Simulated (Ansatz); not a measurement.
Single-point calculation of Si₂₅C₂₄ (charge +1) (part 2 of 2)

Continued. System: Si₂₅C₂₄ (defect cell, 49 atoms in the cell, total charge +1). Method: DFT PBE, scalar-relativistic, plane waves, PAW, spin-polarised (Ansatz 0.2.0); cutoff 420 eV, 2×2×2 k-mesh, Gaussian smearing of 0.05 eV, collinear spins. The structure derives from an entry of the Crystallography Open Database.

Output, continued:
```
--- Forces (eV/Å), atoms counted from 1 ---
  atom   1  Si     0.00103802    -0.01144531     0.32619292
  atom   2  Si    -0.00288261     0.00502913     0.34234164
  atom   3  Si     0.01676003     0.00392451     0.31585673
  atom   4  Si    -0.01557799     0.00479078     0.31173942
  atom   5  Si    -0.00388908     0.23020545    -0.14912901
  atom   6  Si     0.00094988    -0.00343850    -0.43249528
  atom   7  Si    -0.20030413    -0.10933893    -0.15159691
  atom   8  Si     0.20282786    -0.11558293    -0.15187012
  atom   9  Si     0.00248957     0.00228460    -0.18587647
  atom  10  Si     0.00119467     0.22376248     0.14071611
  atom  11  Si     0.19917088    -0.11601830     0.14062481
  atom  12  Si    -0.18252227    -0.10712063     0.13371270
  atom  13  Si    -0.00064697     0.01399441     0.04614663
  atom  14  Si     0.00129484    -0.01851389     0.05897504
  atom  15  Si    -0.02746080     0.00449821     0.06324004
  atom  16  Si     0.02841534     0.00384125     0.06210813
  atom  17  Si     0.00079098     0.09700343     0.12136137
  atom  18  Si     0.00158388     0.01089292     0.25299154
  atom  19  Si    -0.07792173    -0.05468884     0.11810488
  atom  20  Si     0.07204374    -0.05160143     0.10948020
  atom  21  Si     0.00123611    -0.00208019    -0.34770501
  atom  22  Si    -0.00060541     0.07743844    -0.25272615
  atom  23  Si     0.06903496    -0.03860882    -0.26198169
  atom  24  Si    -0.06899417    -0.03791773    -0.26126810
  atom  25  C     -0.00268758     0.00631951    -0.04998571
  atom  26  C     -0.00428177     0.13051445    -0.04724650
  atom  27  C      0.11448641    -0.07190799    -0.05011870
  atom  28  C     -0.11381245    -0.06596653    -0.05031205
  atom  29  C     -0.00044886     0.02872777     0.12029696
  atom  30  C      0.00044645     0.00816730     0.12571819
  atom  31  C     -0.01895751    -0.01581665     0.12320055
  atom  32  C      0.01736100    -0.01501584     0.12040916
  atom  33  C     -0.00125212     0.01031498    -0.12132950
  atom  34  C      0.00075802     0.00188455    -0.09920113
  atom  35  C     -0.01028240    -0.00536986    -0.09571341
  atom  36  C      0.00969683    -0.00565146    -0.09733153
  atom  37  C      0.00565882    -0.02974609     0.08684152
  atom  38  C     -0.00580581     0.00187799     0.07235133
  atom  39  C      0.02747794     0.01094531     0.08436597
  atom  40  C     -0.02893157     0.01835961     0.08564794
  atom  41  C     -0.00172739     0.01409928    -0.23357679
  atom  42  C     -0.00131780    -0.00118812    -0.19728043
  atom  43  C     -0.01333850    -0.01066190    -0.23628023
  atom  44  C      0.01128598    -0.01128971    -0.23684623
  atom  45  C      0.00248090     0.00216777     0.19594877
  atom  46  C     -0.00355507     0.04857979     0.19517919
  atom  47  C      0.04231431    -0.02973396     0.19323218
  atom  48  C     -0.04113043    -0.02502039     0.19169402
  atom  49  Si    -0.00246090    -0.00589413    -0.42859559
  max |Σ_I F_I| component: 1.14e-5 eV/Å
--- Band table (eV; the first three rows and the last of 16) ---
  k-point 0 ↑: bands = ["-6.5712", "-5.1857", "-5.0993", "-3.9363", "-3.5898", "-3.1217", "-3.1177", "-2.9001", "-2.1755", "-2.0306", "-2.0248", "-1.9723", "-1.9495", "-1.8028", "-1.7533", "-1.5562", "-1.5555", "-1.5055", "-1.0831", "-1.0611", "-0.9788", "-0.5496", "-0.5339", "-0.5316", "0.0912", "0.8995", "0.9070", "1.0189", "1.2392", "1.3886", "1.5014", "1.8533", "2.1051", "2.1447", "2.2757", "2.3430", "2.3816", "2.4898", "2.5081", "2.8727", "3.0527", "3.0581", "3.2679", "3.4067", "3.5737", "4.6409", "4.8262", "5.1867", "5.3591", "5.6938", "5.7546", "5.8311", "5.8632", "5.9439", "6.1047", "6.2227", "6.3662", "6.4294", "6.5273", "6.7540", "6.8348", "6.8382", "6.9235", "7.0442", "7.1517", "7.1691", "7.3724", "7.4332", "7.5192", "7.5418", "7.6443", "7.7553", "7.9240", "7.9268", "8.0123", "8.1176", "8.1714", "8.2564", "8.2885", "8.3283", "8.3507", "8.3688", "8.8265", "8.8351", "8.8846", "8.8947", "8.9250", "8.9332", "8.9597", "9.3265", "9.3345", "9.6003", "9.6078", "9.8449", "10.0700", "10.1323", "10.1393", "11.1253", "11.1449", "11.1876", "11.8303", "11.8455", "12.3874", "12.8144", "12.8198", "12.9886", "13.3442", "13.5543", "13.8041", "14.1626", "14.2400", "14.2493", "14.3734", "14.4304", "14.4983", "14.6813", "14.8106", "14.8236", "15.0895", "15.1572", "15.2464", "15.4146", "15.4679", "15.5295", "15.5535", "15.6779", "16.0146", "16.1401", "16.2452", "16.3063", "16.3529", "16.4206", "16.4924", "16.5644", "16.7537", "16.7583", "16.9756", "16.9823", "17.0226", "17.1553", "17.2729", "17.2836", "17.3650", "17.3867", "17.4653", "17.4836", "17.6381"]
  k-point 1 ↑: bands = ["-6.5697", "-5.3451", "-4.7062", "-4.4537", "-3.1631", "-3.1216", "-3.1178", "-2.8416", "-2.3517", "-2.0785", "-2.0304", "-2.0163", "-1.9335", "-1.8152", "-1.7831", "-1.5641", "-1.5422", "-1.4584", "-1.0724", "-1.0678", "-1.0264", "-0.5718", "-0.5417", "-0.4950", "0.1358", "0.9024", "0.9146", "1.1456", "1.4396", "1.5501", "1.6305", "1.8152", "1.9361", "2.1045", "2.1175", "2.1404", "2.2238", "2.3572", "2.4956", "2.8482", "2.9039", "3.0600", "3.2662", "3.2904", "4.5916", "4.7071", "5.0710", "5.1099", "5.3963", "5.4474", "5.4907", "5.6588", "5.7261", "5.8484", "6.0392", "6.2875", "6.4257", "6.5218", "6.5461", "6.7132", "6.7911", "6.8604", "6.8976", "6.9332", "7.0134", "7.0839", "7.3039", "7.5433", "7.6199", "7.6551", "7.6790", "7.8360", "7.9284", "7.9928", "8.0595", "8.1217", "8.1379", "8.2437", "8.3069", "8.3547", "8.3552", "8.6790", "8.8064", "8.8150", "8.8993", "8.9149", "8.9401", "8.9774", "8.9812", "9.2899", "9.2980", "9.3487", "9.6238", "9.6310", "10.1252", "10.1278", "10.1347", "11.1271", "11.1659", "11.2015", "11.8368", "11.8555", "12.4404", "12.8073", "12.8148", "13.0277", "13.4450", "13.6683", "13.7007", "14.0012", "14.1807", "14.2663", "14.3492", "14.4002", "14.5105", "14.7430", "14.7623", "14.8178", "15.1359", "15.1382", "15.1911", "15.4069", "15.4862", "15.6614", "15.6622", "15.7361", "15.8584", "16.0257", "16.0841", "16.2950", "16.4317", "16.5190", "16.5488", "16.5810", "16.7333", "16.7382", "16.9284", "16.9334", "16.9539", "16.9858", "17.3281", "17.3805", "17.4055", "17.4163", "17.4406", "17.5565", "17.5954"]
  k-point 2 ↑: bands = ["-5.9382", "-5.0271", "-4.1597", "-4.1145", "-4.0761", "-3.9676", "-3.3752", "-3.3369", "-2.8474", "-2.7963", "-2.5772", "-2.5343", "-2.3669", "-2.3546", "-1.8930", "-1.8803", "-1.6501", "-1.6467", "-1.1854", "-1.1469", "-0.9001", "-0.8468", "-0.2649", "-0.2562", "1.0834", "1.6516", "1.9968", "2.0422", "2.3547", "2.4804", "2.5262", "2.7327", "2.9291", "2.9520", "3.1519", "3.3681", "3.4023", "3.6253", "3.6810", "3.7327", "3.7970", "3.9012", "3.9696", "4.1855", "4.5320", "4.7177", "4.7183", "4.8306", "4.9246", "4.9604", "5.1664", "5.2348", "5.2409", "5.2746", "5.2864", "5.3345", "5.6235", "5.6799", "5.8047", "5.8917", "5.9756", "6.0733", "6.0914", "6.0970", "6.1625", "6.2460", "6.4543", "6.4865", "6.6569", "6.8752", "6.9134", "6.9592", "7.3566", "7.3595", "7.4423", "7.5431", "7.6883", "7.6893", "7.7193", "7.7382", "7.8252", "7.8805", "8.1393", "8.1978", "8.2160", "8.2855", "8.3760", "8.3815", "8.4515", "8.5019", "8.8025", "8.8073", "9.2500", "9.2568", "9.5298", "9.5318", "10.8822", "12.3167", "12.7777", "12.8796", "12.9781", "13.3488", "13.6174", "13.6405", "13.9819", "14.0607", "14.1473", "14.2519", "14.4657", "14.4823", "14.5080", "14.5369", "14.9206", "15.0976", "15.1186", "15.3953", "15.6336", "15.7182", "15.7362", "15.8409", "16.1008", "16.2015", "16.2669", "16.3406", "16.4710", "16.5537", "16.7019", "16.7128", "16.8080", "16.8894", "16.9851", "17.0602", "17.2143", "17.2771", "17.3619", "17.3760", "17.5074", "17.6075", "17.6766", "17.7934", "17.9708", "18.0741", "18.0870", "18.2422", "18.2770", "18.4101", "18.4543"]
  k-point 7 ↓: bands = ["-5.8907", "-4.9886", "-4.2482", "-4.2104", "-3.8856", "-3.7752", "-3.3962", "-3.3524", "-3.0955", "-2.9827", "-2.3339", "-2.3274", "-2.2842", "-2.2523", "-2.0304", "-1.9875", "-1.5370", "-1.4779", "-1.2688", "-1.2640", "-0.9593", "-0.9097", "-0.2547", "-0.2368", "1.1574", "1.7641", "2.0230", "2.2060", "2.3877", "2.4952", "2.5780", "2.7730", "2.9742", "3.0104", "3.1198", "3.2336", "3.3219", "3.3405", "3.4425", "3.7787", "3.9434", "4.0932", "4.1087", "4.2362", "4.5519", "4.6788", "4.7170", "4.7267", "4.9450", "5.0373", "5.1014", "5.1809", "5.3156", "5.3966", "5.5071", "5.5463", "5.5983", "5.6225", "5.7836", "5.8235", "5.9916", "6.0011", "6.0555", "6.1604", "6.3918", "6.4511", "6.4652", "6.6062", "6.7779", "6.7967", "6.8424", "6.9686", "7.1365", "7.1857", "7.3767", "7.4914", "7.5114", "7.5735", "7.6460", "7.6599", "7.8783", "7.9771", "8.2219", "8.2885", "8.3479", "8.3839", "8.3874", "8.4292", "8.4599", "8.4922", "8.8476", "8.8764", "9.1814", "9.2027", "9.5092", "9.5131", "10.9084", "12.4475", "12.8860", "12.9594", "13.0851", "13.4083", "13.6890", "13.7194", "14.0284", "14.0815", "14.2218", "14.2967", "14.4260", "14.4566", "14.5211", "14.5634", "14.8833", "15.1545", "15.2539", "15.3545", "15.5314", "15.6385", "15.8458", "15.8933", "16.0586", "16.0961", "16.1273", "16.2181", "16.3977", "16.5308", "16.6944", "16.8865", "16.9556", "17.0468", "17.0800", "17.0972", "17.1672", "17.2289", "17.3033", "17.4589", "17.5422", "17.7160", "17.8114", "18.0211", "18.0581", "18.1735", "18.1905", "18.2571", "18.3601", "18.4019", "18.5097"]
--- Löwdin populations: 49 sites ---
  site symbol       q [e]    m [muB]
     0     Si      2.9151     0.0165
     1     Si      2.9116     0.0188
     2     Si      2.9148     0.0167
     3     Si      2.9149     0.0166
     4     Si      2.9159     0.0014
     5     Si      2.9144     0.0030
     6     Si      2.9158     0.0014
     7     Si      2.9159     0.0014
     8     Si      2.8844     0.0003
     9     Si      2.9305    -0.0002
    10     Si      2.9304    -0.0003
    11     Si      2.9308    -0.0003
    12     Si      2.9135     0.0031
    13     Si      2.9143     0.0029
    14     Si      2.9145     0.0028
    15     Si      2.9145     0.0028
    16     Si      2.9324     0.0352
    17     Si      2.9601     0.0603
    18     Si      2.9320     0.0361
    19     Si      2.9319     0.0360
    20     Si      2.9041     0.0002
    21     Si      2.9012     0.0001
    22     Si      2.9008     0.0001
    23     Si      2.9008     0.0001
    24      C      4.9948     0.0145
    25      C      4.9174     0.0193
    26      C      4.9181     0.0187
    27      C      4.9181     0.0191
    28      C      4.9932     0.0006
    29      C      4.9950     0.0012
    30      C      4.9928     0.0009
    31      C      4.9928     0.0009
    32      C      4.9869     0.0036
    33      C      4.9805     0.0032
    34      C      4.9869     0.0031
    35      C      4.9869     0.0030
    36      C      4.9622     0.0008
    37      C      5.0221     0.0006
    38      C      4.9617     0.0008
    39      C      4.9618     0.0007
    40      C      4.9912     0.0067
    41      C      4.9813     0.0043
    42      C      4.9915     0.0059
    43      C      4.9916     0.0058
    44      C      4.9856     0.0005
    45      C      4.9781     0.0005
    46      C      4.9782     0.0009
    47      C      4.9782     0.0009
    48     Si      3.2896     0.0487
  spilling = 0.011534 (of n_electrons = 195.000000)
--- Bader charges: 49 sites ---
  site symbol  charge [e]  shift [e]    m [muB]
     0     Si      2.8018     0.0157     0.0077
     1     Si      2.8018     0.0160     0.0090
     2     Si      2.8019     0.0157     0.0077
     3     Si      2.8018     0.0157     0.0077
     4     Si      2.8010     0.0159     0.0008
     5     Si      2.7981     0.0158     0.0013
     6     Si      2.8008     0.0159     0.0007
     7     Si      2.8008     0.0159     0.0007
     8     Si      2.8279     0.0170     0.0000
     9     Si      2.7202     0.0182     0.0000
    10     Si      2.7203     0.0181     0.0000
    11     Si      2.7199     0.0181     0.0000
    12     Si      2.8012     0.0151     0.0015
    13     Si      2.8011     0.0151     0.0015
    14     Si      2.8005     0.0151     0.0014
    15     Si      2.8005     0.0151     0.0014
    16     Si      2.6910     0.0157     0.0227
    17     Si      2.7223     0.0150     0.0341
    18     Si      2.6908     0.0157     0.0229
    19     Si      2.6913     0.0157     0.0229
    20     Si      2.8060     0.0147     0.0002
    21     Si      2.8130     0.0163     0.0001
    22     Si      2.8123     0.0159     0.0001
    23     Si      2.8123     0.0159     0.0001
    24      C     -2.8533     0.0159     0.0362
    25      C     -2.8840     0.0196     0.0504
    26      C     -2.8830     0.0196     0.0514
    27      C     -2.8829     0.0196     0.0514
    28      C     -2.7824     0.0160     0.0013
    29      C     -2.7840     0.0164     0.0016
    30      C     -2.7808     0.0156     0.0015
    31      C     -2.7810     0.0156     0.0015
    32      C     -2.7944     0.0155     0.0055
    33      C     -2.7886     0.0151     0.0065
    34      C     -2.7932     0.0155     0.0054
    35      C     -2.7933     0.0155     0.0055
    36      C     -2.7446     0.0156     0.0026
    37      C     -2.8045     0.0170     0.0048
    38      C     -2.7442     0.0156     0.0025
    39      C     -2.7444     0.0156     0.0024
    40      C     -2.8201     0.0155     0.0228
    41      C     -2.8281     0.0167     0.0234
    42      C     -2.8196     0.0155     0.0231
    43      C     -2.8197     0.0155     0.0231
    44      C     -2.7875     0.0159     0.0007
    45      C     -2.7876     0.0163     0.0009
    46      C     -2.7874     0.0163     0.0013
    47      C     -2.7873     0.0163     0.0013
    48     Si      1.6376     0.0092     0.0246
  estimated error of the sums over rays = 6.5e-4 e
```

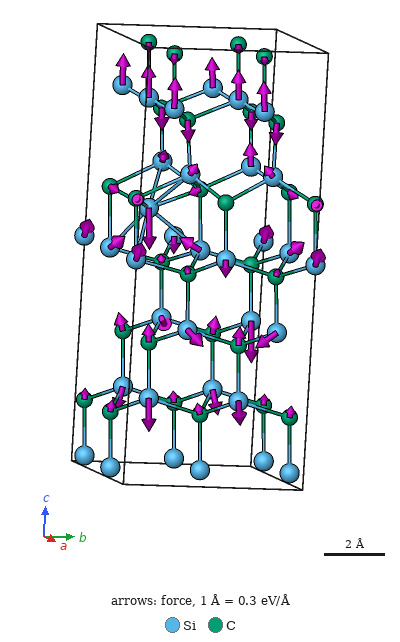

Figure 1. Forces on the atoms as pink arrows (ball-and-stick view of the cell of the calculation, seen slightly off an axis). The largest act on Si6, Si49 (0.43 eV/Å); Si21 (0.35 eV/Å); Si2 (0.34 eV/Å); Si1 (0.33 eV/Å), among others. Atoms are counted from 1 in the order of the input and aren't labelled in the picture. 

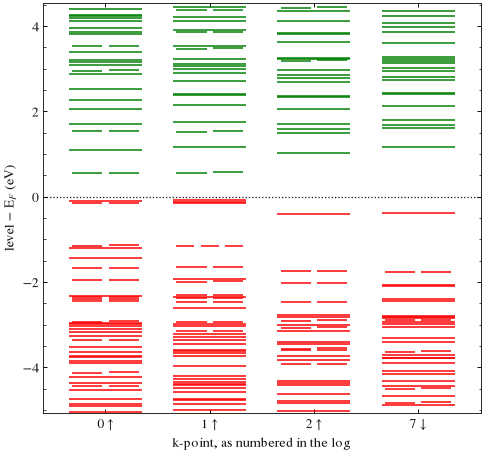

Figure 2. Kohn–Sham levels near the Fermi level (dotted) at the few k-points that the log prints; levels within 0.02 eV of each other stand side by side. The system is metallic on the full mesh.

Key numbers:

- outcome: converged
- electrons treated: 195
- free energy: −21929.0327 eV
- Fermi energy: 11.284 eV
- gap on the k-point mesh: none (metallic)
- net moment of the cell: 0.50 μB
- integrated absolute moment: 0.53 μB
- largest force (length of the vector): 0.433 eV/Å
- wall time: 3.9 min (CPU time 16 min)
- peak memory: 2.4 GiB

Notes:

The cell is charged and computed with a neutralising background, so its energy and pressure depend on the cell and aren't those of a real crystal. The k-point mesh is coarse for a cell of this size, so the results may not be converged.
